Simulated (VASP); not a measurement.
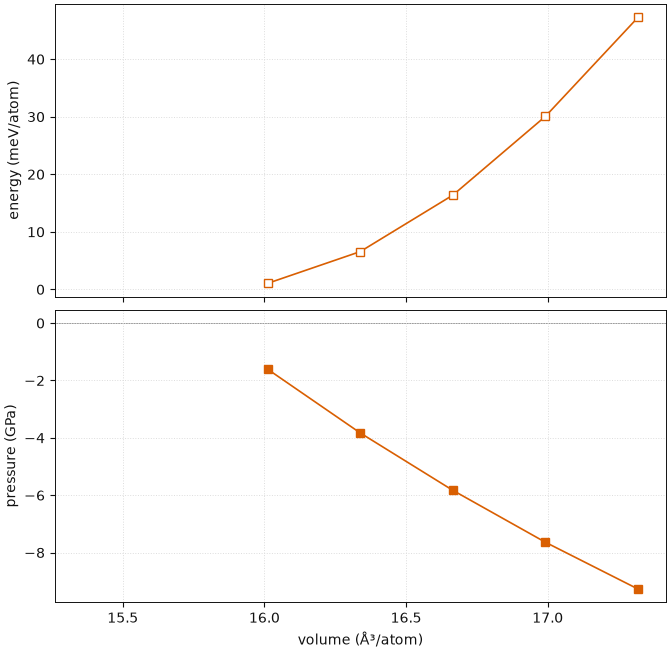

The picture above shows the energy and pressure against volume for TiAl, space group P4/mmm (No. 123).

Cell as given: a = 2.837 Å, b = 2.837 Å, c = 4.059 Å, α = 90.00°, β = 90.00°, γ = 90.00°; 2 atoms.

Calculation (VASP 6.6.1): plane-wave DFT, no spin polarisation; energies at scaled volumes of the given cell, shape and fractions fixed, counted from the fit's minimum, third-order Birch-Murnaghan fit. Level: PBEsol.

k mesh 9×9×7; occupations Fermi–Dirac; smearing width 0.05 eV; potentials VASP PAW PBE potentials, recommended; wave cutoff 520 eV.

The points at volume 15.36 Å³/atom and 15.68 Å³/atom are left out of the plot. What values does the calculation give there?

```tsv
volume (Å³/atom)	energy (meV/atom)	pressure (GPa)
15.36	4.81	3.55
15.68	0.31	0.84
```

Limits of the calculation: shape and atomic fractions are frozen while scaling, which makes layered, chain and framework solids too stiff.
